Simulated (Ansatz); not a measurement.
# Geometry relaxation, with input and output: Br (part 1 of 2)

The run: geometry relaxation of Br (Im-3m, 1 atom in the cell). Method and program: DFT, PBE, PAW with Ansatz's earlier generated frozen-core files (soft_1), scalar-relativistic, PAW set soft_1, no spin polarisation (Ansatz 0.2.0).

The structure was built on a prototype by a generator; it need not be a known phase. It belongs to a series of runs on one base structure; here: cell and atoms relaxed from a first guess. Figures and captions count atoms from 1; the log counts them from 0 in places.

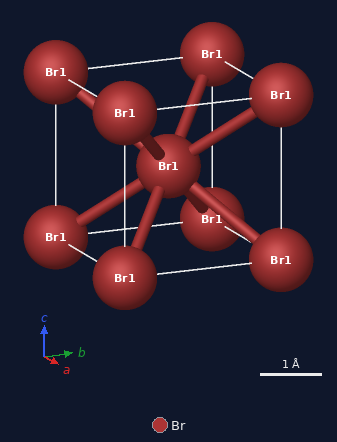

The input geometry (ball-and-stick view of the cell 2 times as large as that of the calculation, set on its symmetry axes, seen slightly off an axis; atoms are numbered from 1 in the order of the input).

### Key numbers

```json
{"quantity": "outcome", "value": "converged"}
{"quantity": "space group (tolerance 0.01 Å)", "value": "Im-3m (229)"}
{"quantity": "electrons treated", "value": "7"}
{"quantity": "free energy", "value": "−2782.5710 eV"}
{"quantity": "Fermi energy", "value": "3.959 eV"}
{"quantity": "pressure", "value": "0.03 GPa"}
{"quantity": "final volume", "value": "26.71 Å³"}
{"quantity": "largest force (length of the vector) at the end", "value": "under 0.001 eV/Å"}
{"quantity": "final cell", "value": "a = 3.262 Å, b = 3.262 Å, c = 3.262 Å, α = 109.47°, β = 109.47°, γ = 109.47°"}
{"quantity": "hardware", "value": "1 thread of Arm Neoverse V1, 24 GiB of memory available, shared host"}
{"quantity": "wall time", "value": "27 s"}
{"quantity": "peak memory", "value": "0.33 GiB"}
```

### Remarks

The cell holds an odd number of electrons but the run has no spin polarisation, so it comes out as a metal.

### Input
```yaml
crystal:
  lattice:
    - [-1.40625, 1.40625, 1.40625]
    - [1.40625, -1.40625, 1.40625]
    - [1.40625, 1.40625, -1.40625]
  atoms:
    - { symbol: Br, position: [0.0, 0.0, 0.0] }
kpoints:
  mp_grid: { grid: [20, 20, 20] }
scf:
  occupations: { method: fermi_dirac, width: 0.05 }
hamiltonian:
  xc: pbe
  pseudopotentials: { kind: paw, azcp: { folder: soft_1 } }
output:
  forces: true
  stress: true
  write_density: true
  write_potential: true
  elf: true
  volumetric_format: npy
relax:
  f_tol: 0.005
  max_steps: 80
  cell: {}
```

Run as:
```bash
ansatz run input.yaml --threads 1 --pin off --max-ram 2048MiB --backend cpu --events-out ev --progress --plain --runs-dir out
```

### Log
```
Engine: ansatz 0.2.0, aarch64-unknown-linux-gnu
Pseudopotentials: kind: paw
Pseudopotential: Br, paw, valence charge 7, recommended cutoff 420 eV (normal), [file]
Functional definition: PBE
  parameter kappa = 0.804
  parameter beta = 0.06672455060314922
  exchange = pbe_x(kappa = kappa, mu = beta*pi^2/3)
  correlation = pbe_c(beta = beta)
Crystal: 1 atoms, lattice volume = 11.124 Å³
Basis set: ecut = 420 eV, 225 PW (Γ), exchange–correlation on 36×36×36 points (8 copies of the dense FFT grid, shifted against one another)
Bands: 8, of which v1, the nominal top of the filled ones, is band 4 counted from 1 (3 counted from 0)
Symmetry: 48 space group operations
Space group: Im-3m (ITA 229), of the structure as read, at distance tolerance 2.2e-5 Å
k-points: 256 of 8000
Non-local potential: Br, projectors of the file, l = 0: 2, l = 1: 2, l = 2: 2
PAW form: soft (Blöchl's): semilocal exchange-correlation on the pseudo side does not see the compensation charge
PAW one-centre angular grid: Br, 110 points (default); XC on 64 Gauss nodes
Initial density: superposition of atomic densities (chi_scale 0.1, normalization cell)
Initial wavefunctions: pseudopotential atomic-orbital guess
Functional: x = pbe(κ = 0.804, μ = 0.2195149727645171), c = pbe(β = 0.06672455060314922)
SCF iter   1: F=—  HF=-2778.000171 eV  |F-HF|=—  |Δ(HF+E_count)|=         —  Δρ=2.64e-2  dr2=4.62e-2  ethr=3.10e-3  ⟨swp⟩=6.1  Hψ=16307  notcnv=0
preconditioner: auto → none  [metal: Δε(μ)=0.027 eV  Ē_g=22.592 eV  σ=0.050 eV  W_gap=0.13  n_scr=0 (ndim 8)  ℏωp=29.5 eV  f_vac=0.003  D(μ)=0.52/eV (n_scr^D=0)]
SCF iter   2: F=—  HF=-2777.976995 eV  |F-HF|=—  |Δ(HF+E_count)|=   2.32e-2  Δρ=1.09e-2  dr2=6.53e-3  ethr=6.61e-4  ⟨swp⟩=2.1  Hψ=5134  notcnv=0  defer=34
SCF iter   3: F=—  HF=-2777.973051 eV  |F-HF|=—  |Δ(HF+E_count)|=   3.94e-3  Δρ=1.18e-3  dr2=6.20e-5  ethr=9.33e-5  ⟨swp⟩=2.5  Hψ=3061  notcnv=0  defer=42
SCF iter   4: F=—  HF=-2777.973034 eV  |F-HF|=—  |Δ(HF+E_count)|=   1.74e-5  Δρ=5.72e-5  dr2=1.07e-7  ethr=1.43e-9  ⟨swp⟩=9.0  Hψ=12006  notcnv=0
SCF iter   5: F=-2777.973034 eV  HF=-2777.973034 eV  |F-HF|=1.89e-9  |Δ(HF+E_count)|=   6.66e-9  Δρ=8.11e-6  dr2=2.35e-9  ethr=1.43e-9  ⟨swp⟩=7.9  Hψ=9018  notcnv=0
SCF 1 converged in 5 iterations: F = -2777.973034 eV  dr2 = 2.35e-9
  greatest PAW one-centre occupation: 0.966 electrons in one spin orbital (limit 2), on the Br atom at site 0 (counted from 0), in its partial waves of l = 0
relax step   1: F+E_penalty+E_count = -2777.97303401 eV  Δ(F+E_penalty+E_count) = +0.000e0 eV  max|allowed force component| = 0.000e0 eV/Å  Δτ_max = 0.0000 Å  P = +214.706 GPa  Ω = 11.124 Å³  (5 SCF iters, dr2 threshold 1.00e-7 eV, accepted)
Crystal: 1 atoms, lattice volume = 12.831 Å³
Basis set: ecut = 420 eV, 249 PW (Γ), exchange–correlation on 36×36×36 points (8 copies of the dense FFT grid, shifted against one another)
Initial density: handed on by an earlier stage of this run
Initial wavefunctions: those handed on with the density
iter 1 solved again at ethr=5.13e-5 eV; its pass at ethr=3.10e-3 eV (dr2=3.59e-3 eV) is discarded
SCF iter   1: F=—  HF=-2779.771787 eV  |F-HF|=—  |Δ(HF+E_count)|=         —  Δρ=6.25e-3  dr2=3.51e-3  ethr=5.13e-5  ⟨swp⟩=1.9  Hψ=18919  notcnv=0
preconditioner: auto → none  [metal: Δε(μ)=0.001 eV  Ē_g=21.099 eV  σ=0.050 eV  W_gap=0.01  n_scr=0 (ndim 8)  ℏωp=27.4 eV  f_vac=0.003  D(μ)=0.61/eV (n_scr^D=0)]
SCF iter   2: F=—  HF=-2779.770204 eV  |F-HF|=—  |Δ(HF+E_count)|=   1.58e-3  Δρ=2.84e-3  dr2=6.01e-4  ethr=5.01e-5  ⟨swp⟩=2.0  Hψ=2867  notcnv=0
SCF iter   3: F=—  HF=-2779.769927 eV  |F-HF|=—  |Δ(HF+E_count)|=   2.76e-4  Δρ=2.58e-4  dr2=3.58e-6  ethr=8.59e-6  ⟨swp⟩=2.0  Hψ=2941  notcnv=0
SCF iter   4: F=—  HF=-2779.769927 eV  |F-HF|=—  |Δ(HF+E_count)|=   3.55e-7  Δρ=1.73e-5  dr2=1.06e-8  ethr=1.43e-9  ⟨swp⟩=6.7  Hψ=10746  notcnv=0
SCF iter   5: F=-2779.769927 eV  HF=-2779.769927 eV  |F-HF|=2.14e-10  |Δ(HF+E_count)|=   1.76e-8  Δρ=1.88e-6  dr2=1.36e-10  ethr=1.51e-10  ⟨swp⟩=5.2  Hψ=9581  notcnv=0
SCF 2 converged in 5 iterations: F = -2779.769927 eV  dr2 = 1.36e-10
  greatest PAW one-centre occupation: 0.957 electrons in one spin orbital (limit 2), on the Br atom at site 0 (counted from 0), in its partial waves of l = 0
relax step   2: F+E_penalty+E_count = -2779.76992713 eV  Δ(F+E_penalty+E_count) = -1.797e0 eV  max|allowed force component| = 0.000e0 eV/Å  Δτ_max = 0.0000 Å  P = +130.049 GPa  Ω = 12.831 Å³  energy of the carried Pulay correction = -1.837e-4 eV  (5 SCF iters, dr2 threshold 1.00e-7 eV, accepted)
Crystal: 1 atoms, lattice volume = 14.705 Å³
Basis set: ecut = 420 eV, 321 PW (Γ), exchange–correlation on 36×36×36 points (8 copies of the dense FFT grid, shifted against one another)
iter 1 solved again at ethr=5.73e-5 eV; its pass at ethr=3.10e-3 eV (dr2=4.01e-3 eV) is discarded
SCF iter   1: F=—  HF=-2780.951218 eV  |F-HF|=—  |Δ(HF+E_count)|=         —  Δρ=5.56e-3  dr2=3.93e-3  ethr=5.73e-5  ⟨swp⟩=1.4  Hψ=18797  notcnv=0
preconditioner: auto → none  [metal: Δε(μ)=0.012 eV  Ē_g=19.883 eV  σ=0.050 eV  W_gap=0.06  n_scr=0 (ndim 8)  ℏωp=25.6 eV  f_vac=0.003  D(μ)=0.92/eV (n_scr^D=12)]
SCF iter   2: F=—  HF=-2780.950048 eV  |F-HF|=—  |Δ(HF+E_count)|=   1.17e-3  Δρ=2.35e-3  dr2=5.81e-4  ethr=5.62e-5  ⟨swp⟩=2.0  Hψ=2911  notcnv=0
SCF iter   3: F=—  HF=-2780.949971 eV  |F-HF|=—  |Δ(HF+E_count)|=   7.69e-5  Δρ=3.30e-4  dr2=7.60e-6  ethr=8.29e-6  ⟨swp⟩=2.0  Hψ=2946  notcnv=0
SCF iter   4: F=—  HF=-2780.949971 eV  |F-HF|=—  |Δ(HF+E_count)|=   2.72e-7  Δρ=1.57e-5  dr2=1.10e-8  ethr=1.43e-9  ⟨swp⟩=6.8  Hψ=10836  notcnv=0
SCF iter   5: F=-2780.949971 eV  HF=-2780.949971 eV  |F-HF|=3.14e-10  |Δ(HF+E_count)|=   2.00e-8  Δρ=1.96e-6  dr2=2.05e-10  ethr=1.56e-10  ⟨swp⟩=5.0  Hψ=9559  notcnv=0
SCF 3 converged in 5 iterations: F = -2780.949971 eV  dr2 = 2.05e-10
  greatest PAW one-centre occupation: 0.952 electrons in one spin orbital (limit 2), on the Br atom at site 0 (counted from 0), in its partial waves of l = 0
relax step   3: F+E_penalty+E_count = -2780.94997073 eV  Δ(F+E_penalty+E_count) = -1.180e0 eV  max|allowed force component| = 0.000e0 eV/Å  Δτ_max = 0.0000 Å  P = +76.724 GPa  Ω = 14.705 Å³  energy of the carried Pulay correction = -3.576e-4 eV  (5 SCF iters, dr2 threshold 1.00e-7 eV, accepted)
Crystal: 1 atoms, lattice volume = 16.753 Å³
iter 1 solved again at ethr=4.87e-5 eV; its pass at ethr=3.10e-3 eV (dr2=3.41e-3 eV) is discarded
SCF iter   1: F=—  HF=-2781.696963 eV  |F-HF|=—  |Δ(HF+E_count)|=         —  Δρ=4.48e-3  dr2=3.36e-3  ethr=4.87e-5  ⟨swp⟩=1.5  Hψ=18771  notcnv=0
preconditioner: auto → none  [metal: Δε(μ)=0.003 eV  Ē_g=18.854 eV  σ=0.050 eV  W_gap=0.02  n_scr=0 (ndim 8)  ℏωp=24.0 eV  f_vac=0.003  D(μ)=1.15/eV (n_scr^D=12)]
SCF iter   2: F=—  HF=-2781.696099 eV  |F-HF|=—  |Δ(HF+E_count)|=   8.64e-4  Δρ=1.75e-3  dr2=4.34e-4  ethr=4.80e-5  ⟨swp⟩=2.0  Hψ=2917  notcnv=0
SCF iter   3: F=—  HF=-2781.696103 eV  |F-HF|=—  |Δ(HF+E_count)|=   4.07e-6  Δρ=3.14e-4  dr2=8.75e-6  ethr=6.20e-6  ⟨swp⟩=2.1  Hψ=2948  notcnv=0
SCF iter   4: F=—  HF=-2781.696112 eV  |F-HF|=—  |Δ(HF+E_count)|=   9.59e-6  Δρ=1.21e-5  dr2=8.26e-9  ethr=1.43e-9  ⟨swp⟩=6.4  Hψ=10676  notcnv=0
SCF iter   5: F=-2781.696112 eV  HF=-2781.696112 eV  |F-HF|=3.00e-10  |Δ(HF+E_count)|=   1.73e-8  Δρ=1.59e-6  dr2=1.65e-10  ethr=1.18e-10  ⟨swp⟩=4.9  Hψ=9350  notcnv=0
SCF 4 converged in 5 iterations: F = -2781.696112 eV  dr2 = 1.65e-10
  greatest PAW one-centre occupation: 0.951 electrons in one spin orbital (limit 2), on the Br atom at site 0 (counted from 0), in its partial waves of l = 0
relax step   4: F+E_penalty+E_count = -2781.69611233 eV  Δ(F+E_penalty+E_count) = -7.461e-1 eV  max|allowed force component| = 0.000e0 eV/Å  Δτ_max = 0.0000 Å  P = +43.054 GPa  Ω = 16.753 Å³  energy of the carried Pulay correction = -5.215e-4 eV  (5 SCF iters, dr2 threshold 1.00e-7 eV, accepted)
Crystal: 1 atoms, lattice volume = 19.042 Å³
Basis set: ecut = 420 eV, 369 PW (Γ), exchange–correlation on 36×36×36 points (8 copies of the dense FFT grid, shifted against one another)
iter 1 solved again at ethr=4.02e-5 eV; its pass at ethr=3.10e-3 eV (dr2=2.82e-3 eV) is discarded
SCF iter   1: F=—  HF=-2782.140362 eV  |F-HF|=—  |Δ(HF+E_count)|=         —  Δρ=3.65e-3  dr2=2.78e-3  ethr=4.02e-5  ⟨swp⟩=1.0  Hψ=18603  notcnv=0
preconditioner: auto → none  [metal: Δε(μ)=0.007 eV  Ē_g=17.953 eV  σ=0.050 eV  W_gap=0.04  n_scr=0 (ndim 8)  ℏωp=22.5 eV  f_vac=0.003  D(μ)=1.36/eV (n_scr^D=12)]
SCF iter   2: F=—  HF=-2782.139671 eV  |F-HF|=—  |Δ(HF+E_count)|=   6.91e-4  Δρ=1.32e-3  dr2=3.11e-4  ethr=3.98e-5  ⟨swp⟩=2.0  Hψ=2930  notcnv=0
SCF iter   3: F=—  HF=-2782.139707 eV  |F-HF|=—  |Δ(HF+E_count)|=   3.62e-5  Δρ=2.76e-4  dr2=8.56e-6  ethr=4.44e-6  ⟨swp⟩=2.2  Hψ=2964  notcnv=0
SCF iter   4: F=—  HF=-2782.139729 eV  |F-HF|=—  |Δ(HF+E_count)|=   2.21e-5  Δρ=9.04e-6  dr2=5.31e-9  ethr=1.43e-9  ⟨swp⟩=6.1  Hψ=10844  notcnv=0
SCF iter   5: F=-2782.139729 eV  HF=-2782.139729 eV  |F-HF|=2.46e-10  |Δ(HF+E_count)|=   1.34e-8  Δρ=1.18e-6  dr2=1.27e-10  ethr=7.59e-11  ⟨swp⟩=4.9  Hψ=9244  notcnv=0
SCF 5 converged in 5 iterations: F = -2782.139729 eV  dr2 = 1.27e-10
  greatest PAW one-centre occupation: 0.954 electrons in one spin orbital (limit 2), on the Br atom at site 0 (counted from 0), in its partial waves of l = 0
relax step   5: F+E_penalty+E_count = -2782.13972949 eV  Δ(F+E_penalty+E_count) = -4.436e-1 eV  max|allowed force component| = 0.000e0 eV/Å  Δτ_max = 0.0000 Å  P = +20.998 GPa  Ω = 19.042 Å³  energy of the carried Pulay correction = -6.792e-4 eV  (5 SCF iters, dr2 threshold 1.00e-7 eV, accepted)
Crystal: 1 atoms, lattice volume = 21.531 Å³
Basis set: ecut = 420 eV, 429 PW (Γ), exchange–correlation on 36×36×36 points (8 copies of the dense FFT grid, shifted against one another)
iter 1 solved again at ethr=2.95e-5 eV; its pass at ethr=3.10e-3 eV (dr2=2.07e-3 eV) is discarded
SCF iter   1: F=—  HF=-2782.345609 eV  |F-HF|=—  |Δ(HF+E_count)|=         —  Δρ=2.94e-3  dr2=2.04e-3  ethr=2.95e-5  ⟨swp⟩=1.4  Hψ=18634  notcnv=0
preconditioner: auto → none  [metal: Δε(μ)=0.009 eV  Ē_g=17.174 eV  σ=0.050 eV  W_gap=0.04  n_scr=0 (ndim 8)  ℏωp=21.2 eV  f_vac=0.003  D(μ)=1.57/eV (n_scr^D=18)]
SCF iter   2: F=—  HF=-2782.345104 eV  |F-HF|=—  |Δ(HF+E_count)|=   5.05e-4  Δρ=9.99e-4  dr2=1.96e-4  ethr=2.92e-5  ⟨swp⟩=2.0  Hψ=2918  notcnv=0
SCF iter   3: F=—  HF=-2782.345148 eV  |F-HF|=—  |Δ(HF+E_count)|=   4.36e-5  Δρ=2.31e-4  dr2=6.82e-6  ethr=2.80e-6  ⟨swp⟩=2.5  Hψ=3021  notcnv=0
SCF iter   4: F=—  HF=-2782.345153 eV  |F-HF|=—  |Δ(HF+E_count)|=   4.88e-6  Δρ=6.61e-6  dr2=3.11e-9  ethr=1.43e-9  ⟨swp⟩=6.2  Hψ=10811  notcnv=0
SCF iter   5: F=-2782.345153 eV  HF=-2782.345153 eV  |F-HF|=1.60e-10  |Δ(HF+E_count)|=   9.28e-9  Δρ=8.26e-7  dr2=8.41e-11  ethr=4.45e-11  ⟨swp⟩=4.6  Hψ=8875  notcnv=0
SCF 6 converged in 5 iterations: F = -2782.345153 eV  dr2 = 8.41e-11
  greatest PAW one-centre occupation: 0.961 electrons in one spin orbital (limit 2), on the Br atom at site 0 (counted from 0), in its partial waves of l = 0
relax step   6: F+E_penalty+E_count = -2782.34515252 eV  Δ(F+E_penalty+E_count) = -2.054e-1 eV  max|allowed force component| = 0.000e0 eV/Å  Δτ_max = 0.0000 Å  P = +6.660 GPa  Ω = 21.531 Å³  energy of the carried Pulay correction = -8.268e-4 eV  (5 SCF iters, dr2 threshold 1.00e-7 eV, accepted)
Crystal: 1 atoms, lattice volume = 23.324 Å³
Basis set: ecut = 420 eV, 459 PW (Γ), exchange–correlation on 36×36×36 points (8 copies of the dense FFT grid, shifted against one another)
iter 1 solved again at ethr=1.10e-5 eV; its pass at ethr=3.10e-3 eV (dr2=7.69e-4 eV) is discarded
SCF iter   1: F=—  HF=-2782.379495 eV  |F-HF|=—  |Δ(HF+E_count)|=         —  Δρ=1.71e-3  dr2=6.65e-4  ethr=1.10e-5  ⟨swp⟩=2.0  Hψ=18375  notcnv=0
preconditioner: auto → none  [metal: Δε(μ)=0.018 eV  Ē_g=16.710 eV  σ=0.050 eV  W_gap=0.09  n_scr=0 (ndim 8)  ℏωp=20.3 eV  f_vac=0.002  D(μ)=1.77/eV (n_scr^D=18)]
SCF iter   2: F=—  HF=-2782.379334 eV  |F-HF|=—  |Δ(HF+E_count)|=   1.62e-4  Δρ=5.84e-4  dr2=5.69e-5  ethr=9.51e-6  ⟨swp⟩=2.0  Hψ=2925  notcnv=0
SCF iter   3: F=—  HF=-2782.379321 eV  |F-HF|=—  |Δ(HF+E_count)|=   1.27e-5  Δρ=1.42e-4  dr2=2.30e-6  ethr=8.12e-7  ⟨swp⟩=2.6  Hψ=3004  notcnv=0
SCF iter   4: F=-2782.379324 eV  HF=-2782.379324 eV  |F-HF|=2.98e-9  |Δ(HF+E_count)|=   3.55e-6  Δρ=4.52e-6  dr2=1.36e-9  ethr=1.43e-9  ⟨swp⟩=5.8  Hψ=10515  notcnv=0
SCF 7 converged in 4 iterations: F = -2782.379324 eV  dr2 = 1.36e-9
  greatest PAW one-centre occupation: 0.967 electrons in one spin orbital (limit 2), on the Br atom at site 0 (counted from 0), in its partial waves of l = 0
relax step   7: F+E_penalty+E_count = -2782.37932438 eV  Δ(F+E_penalty+E_count) = -3.417e-2 eV  max|allowed force component| = 0.000e0 eV/Å  Δτ_max = 0.0000 Å  P = -0.171 GPa  Ω = 23.324 Å³  energy of the carried Pulay correction = -9.206e-4 eV  (4 SCF iters, dr2 threshold 1.00e-7 eV, accepted)
Crystal: 1 atoms, lattice volume = 23.273 Å³
iter 1 solved again at ethr=8.62e-9 eV; its pass at ethr=3.10e-3 eV (dr2=6.03e-7 eV) is discarded
SCF iter   1: F=—  HF=-2782.379386 eV  |F-HF|=—  |Δ(HF+E_count)|=         —  Δρ=4.69e-5  dr2=4.03e-7  ethr=8.62e-9  ⟨swp⟩=2.0  Hψ=17451  notcnv=0
preconditioner: auto → none  [metal: Δε(μ)=0.018 eV  Ē_g=16.731 eV  σ=0.050 eV  W_gap=0.09  n_scr=0 (ndim 8)  ℏωp=20.4 eV  f_vac=0.002  D(μ)=1.76/eV (n_scr^D=18)]
SCF iter   2: F=-2782.379355 eV  HF=-2782.379355 eV  |F-HF|=6.87e-9  |Δ(HF+E_count)|=   3.10e-5  Δρ=1.72e-5  dr2=3.44e-8  ethr=1.04e-9  ⟨swp⟩=5.1  Hψ=9788  notcnv=0
SCF 8 converged in 2 iterations: F = -2782.379355 eV  dr2 = 3.44e-8
relax step   8: F+E_penalty+E_count = -2782.37935490 eV  Δ(F+E_penalty+E_count) = -3.052e-5 eV  max|allowed force component| = 0.000e0 eV/Å  Δτ_max = 0.0000 Å  P = -0.004 GPa  Ω = 23.273 Å³  energy of the carried Pulay correction = -9.181e-4 eV  (2 SCF iters, dr2 threshold 7.28e-8 eV, accepted)
Basis set: ecut = 420 eV, 459 PW (Γ), exchange–correlation on 48×48×48 points (8 copies of the dense FFT grid, shifted against one another)
Initial wavefunctions: pseudopotential atomic-orbital guess (no wavefunctions were taken with the density)
iter 1 solved again at ethr=1.77e-5 eV; its pass at ethr=3.10e-3 eV (dr2=1.24e-3 eV) is discarded
```
